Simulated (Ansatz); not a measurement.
## What a change does: single-point calculation on Ag

System: Ag (I4/mmm, 1 atom in the cell).
Method of run 1: DFT PBEsol, scalar-relativistic, plane waves, PAW, no spin polarisation (Ansatz 0.2.0).

The structure derives from an entry of the Crystallography Open Database. Text and figures count atoms from 1; the logs count them from 0 in places.

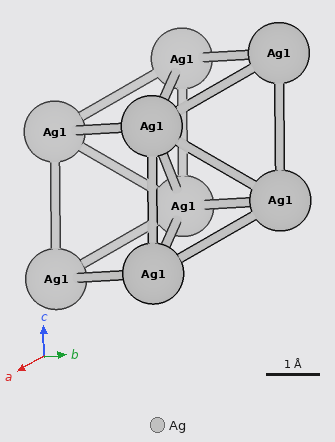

**Figure 1.** The structure (ball-and-stick view of the reduced cell, seen at an oblique angle; atoms are numbered from 1 in the order of the input). An atom can appear more than once, as a periodic image. Near neighbours in the periodic cell (some may lie outside the picture): Ag has 12 Ag at 2.82 to 2.85 Å.

### Input file, run 1
```yaml
crystal:
  lattice:
    - [0.0, 2.0124535, 1.981807]
    - [2.0124535, 0.0, 1.981807]
    - [2.0124535, 2.0124535, 0.0]
  atoms:
    - { symbol: Ag, position: [0.0, 0.0, 0.0] }
basis:
  ecutwfc: 420
kpoints:
  mp_grid: { grid: [20, 20, 20] }
hamiltonian:
  xc: pbesol
scf:
  occupations: { method: gaussian, width: 0.15 }
output:
  forces: true
  stress: true
  eigenvalues: true
```

Launched with:
```bash
ansatz run input.yaml --threads 1 --pin off --max-ram 2560MiB --backend cpu --events-out ev --progress --plain --runs-dir out
```

Hardware: 1 thread of AMD EPYC (Zen 5), 176 GiB of memory available, shared host.

### Output, shortened to warnings, some set-up lines, iterations and results (run 1)
```
Basis set: ecut = 420 eV, 331 PW (Γ), exchange–correlation on 40×40×40 points (8 copies of the dense FFT grid, shifted against one another)
Symmetry: 16 space group operations
k-points: 641 of 8000
Initial density: superposition of atomic densities (neutral atoms: chi_scale 0, normalization atom), corrected by the library's trained network
[...]
SCF iter   1: F=—  HF=-7522.246440 eV  |F-HF|=—  |Δ(HF+E_count)|=         —  Δρ=1.00e-2  dr2=1.46e-2  ethr=1.77e-3  ⟨swp⟩=4.3  Hψ=43657  notcnv=0
SCF iter   2: F=—  HF=-7522.242143 eV  |F-HF|=—  |Δ(HF+E_count)|=   4.30e-3  Δρ=2.93e-3  dr2=1.29e-3  ethr=7.70e-5  ⟨swp⟩=1.5  Hψ=15323  notcnv=0
SCF iter   3: F=—  HF=-7522.241767 eV  |F-HF|=—  |Δ(HF+E_count)|=   3.76e-4  Δρ=8.83e-4  dr2=3.94e-5  ethr=6.80e-6  ⟨swp⟩=2.1  Hψ=11749  notcnv=0
SCF iter   4: F=—  HF=-7522.241764 eV  |F-HF|=—  |Δ(HF+E_count)|=   3.55e-6  Δρ=1.17e-4  dr2=6.55e-7  ethr=2.08e-7  ⟨swp⟩=2.0  Hψ=14701  notcnv=0
SCF iter   5: F=-7522.241764 eV  HF=-7522.241764 eV  |F-HF|=1.55e-8  |Δ(HF+E_count)|=   3.91e-7  Δρ=1.42e-5  dr2=2.28e-8  ethr=3.45e-9  ⟨swp⟩=2.5  Hψ=14696  notcnv=0
SCF iter   6: F=-7522.241764 eV  HF=-7522.241764 eV  |F-HF|=1.64e-11  |Δ(HF+E_count)|=   4.07e-9  Δρ=4.40e-7  dr2=2.01e-11  ethr=1.20e-10  ⟨swp⟩=2.8  Hψ=30457  notcnv=0
SCF 1 converged in 6 iterations: F = -7522.241764 eV  dr2 = 2.01e-11
SCF converged after 6 iterations
Free energy (F): -7522.241764 eV
Harris-Foulkes:  -7522.241764 eV  (|F-HF|=1.64e-11)
Internal energy: -7522.239293 eV  (E = F + TS)
E sigma→0 (E₀):  -7522.240528 eV
Entropy (-TS):   -0.002471 eV (-2.471 meV/atom)
Fermi energy:    18.582238 eV
--- Per-component energies (eV) ---
  E_band       = -213.215073
  E_kinetic    = 528.100966
  E_local      = -2099.282989  (includes V_loc(G=0)·N_el)
  E_nonlocal   = 82.279738
  E_hartree    = 960.802450
  E_xc         = -184.219392
  E_vxc        = -235.091820  (∫ρ·V_xc dr)
  E_paw        = -3834.335089  (= ΣΔE_a)
  E_vpaw       = -410.826417  (= ΣTr[D̂ρ^β])
  E_aug_tail   = 0.000281  (compensation charges beyond the density's cutoff)
  E_ewald      = -2975.907996
  E_core_change = 0.322739  (= ΣΔE_core)
  E_smearing   = -0.002471  (= −TS)
  E_closure    = 0.000000  (closes the sum)
  Σ components = -7522.241764   (vs F -7522.241764, Δ=0.00e0)
--- Forces (eV/Å), atoms counted from 1 ---
  atom   1  Ag     0.00000000    -0.00000000     0.00000000
  max |Σ_I F_I| component: 4.93e-32 eV/Å
--- Stress (GPa, compression-positive) ---
        4.701593       0.000000       0.000000
        0.000000       4.701593       0.000000
        0.000000       0.000000       5.400013
  P = ⅓ Tr σ = 4.9344 GPa (49.344 kbar)
```

The input of run 2 differs as follows (lines with − go, lines with + come):
```diff
-    - [0.0, 2.0124535, 1.981807]
-    - [2.0124535, 0.0, 1.981807]
+    - [0.0, 2.0124535, 2.104393]
+    - [2.0124535, 0.0, 2.104393]
```

What does this change do to the results?

With the same functional and potentials, run 2 lies 3.1 meV per atom lower. The pressure goes from 4.93 to −2.48 GPa. The volume per atom goes from 16.05 to 17.05 Å³. The number of SCF iterations is the same.

### Output, shortened to warnings, some set-up lines, iterations and results (run 2)
```
Basis set: ecut = 420 eV, 331 PW (Γ), exchange–correlation on 40×40×40 points (8 copies of the dense FFT grid, shifted against one another)
Symmetry: 16 space group operations
k-points: 641 of 8000
Initial density: superposition of atomic densities (neutral atoms: chi_scale 0, normalization atom), corrected by the library's trained network
[...]
SCF iter   1: F=—  HF=-7522.249586 eV  |F-HF|=—  |Δ(HF+E_count)|=         —  Δρ=9.97e-3  dr2=1.57e-2  ethr=1.77e-3  ⟨swp⟩=4.4  Hψ=43436  notcnv=0
SCF iter   2: F=—  HF=-7522.245219 eV  |F-HF|=—  |Δ(HF+E_count)|=   4.37e-3  Δρ=2.72e-3  dr2=1.21e-3  ethr=8.28e-5  ⟨swp⟩=1.6  Hψ=15609  notcnv=0
SCF iter   3: F=—  HF=-7522.244870 eV  |F-HF|=—  |Δ(HF+E_count)|=   3.50e-4  Δρ=8.63e-4  dr2=4.00e-5  ethr=6.37e-6  ⟨swp⟩=2.2  Hψ=11748  notcnv=0
SCF iter   4: F=—  HF=-7522.244866 eV  |F-HF|=—  |Δ(HF+E_count)|=   3.18e-6  Δρ=1.25e-4  dr2=9.99e-7  ethr=2.10e-7  ⟨swp⟩=2.2  Hψ=14707  notcnv=0
SCF iter   5: F=-7522.244867 eV  HF=-7522.244867 eV  |F-HF|=4.35e-9  |Δ(HF+E_count)|=   3.08e-7  Δρ=9.27e-6  dr2=8.19e-9  ethr=5.26e-9  ⟨swp⟩=2.0  Hψ=14678  notcnv=0
SCF iter   6: F=-7522.244867 eV  HF=-7522.244867 eV  |F-HF|=3.27e-11  |Δ(HF+E_count)|=  4.17e-10  Δρ=5.61e-7  dr2=4.05e-11  ethr=4.31e-11  ⟨swp⟩=2.5  Hψ=29922  notcnv=0
SCF 1 converged in 6 iterations: F = -7522.244867 eV  dr2 = 4.05e-11
SCF converged after 6 iterations
Free energy (F): -7522.244867 eV
Harris-Foulkes:  -7522.244867 eV  (|F-HF|=3.27e-11)
Internal energy: -7522.242478 eV  (E = F + TS)
E sigma→0 (E₀):  -7522.243673 eV
Entropy (-TS):   -0.002388 eV (-2.388 meV/atom)
Fermi energy:    17.173176 eV
--- Per-component energies (eV) ---
  E_band       = -236.559608
  E_kinetic    = 527.133454
  E_local      = -2193.652186  (includes V_loc(G=0)·N_el)
  E_nonlocal   = 82.514367
  E_hartree    = 996.423673
  E_xc         = -183.636424
  E_vxc        = -234.305579  (∫ρ·V_xc dr)
  E_paw        = -3834.490514  (= ΣΔE_a)
  E_vpaw       = -411.097707  (= ΣTr[D̂ρ^β])
  E_aug_tail   = 0.000298  (compensation charges beyond the density's cutoff)
  E_ewald      = -2916.857887
  E_core_change = 0.322739  (= ΣΔE_core)
  E_smearing   = -0.002388  (= −TS)
  E_closure    = 0.000000  (closes the sum)
  Σ components = -7522.244867   (vs F -7522.244867, Δ=0.00e0)
--- Forces (eV/Å), atoms counted from 1 ---
  atom   1  Ag    -0.00000000     0.00000000     0.00000000
  max |Σ_I F_I| component: 1.23e-31 eV/Å
--- Stress (GPa, compression-positive) ---
       -1.805148       0.000000       0.000000
        0.000000      -1.805148       0.000000
        0.000000       0.000000      -3.828351
  P = ⅓ Tr σ = -2.4795 GPa (-24.795 kbar)
```

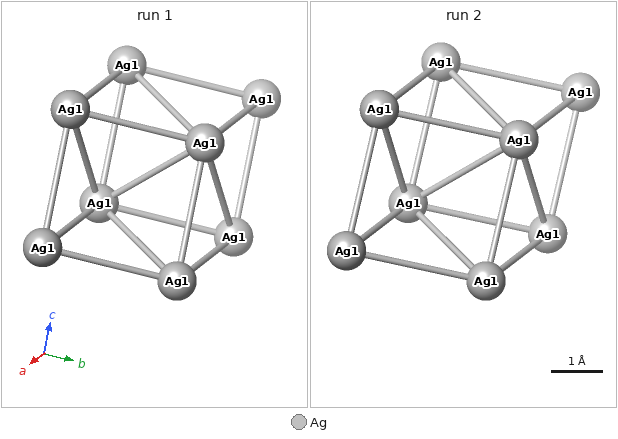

**Figure 2.** The two input geometries at one scale (ball-and-stick view of the reduced cell, seen slightly off an axis). The atoms keep their places relative to the cell (all moves are under 0.005 Å). The volume changes by +6.2 %, with a = b = c 2.824 → 2.912 Å (+3.1 %), α 90.9° → 87.4°, β 119.5° → 121.5°, γ 119.5° → 121.5°. Among the contacts that change: Ag1–Ag1 2.824 → 2.912 Å.

### The two runs side by side

| quantity | run 1 | run 2 |
| --- | --- | --- |
| outcome | converged | converged |
| free energy per atom (eV) | −7522.2418 | −7522.2449 |
| energy per atom, smearing taken to zero (eV) | −7522.2405 | −7522.2437 |
| gap on the mesh (eV) | 0.00 | 0.00 |
| pressure (GPa) | 4.93 | −2.48 |
| volume per atom (Å³) | 16.05 | 17.05 |
| largest force (eV/Å) | 0.000 | 0.000 |
| SCF iterations | 6 | 6 |
| irreducible k-points | 641 | 641 |
| plane waves at Γ | 331 | 331 |
| wall time (shared host) | 3.5 s | 3.4 s |
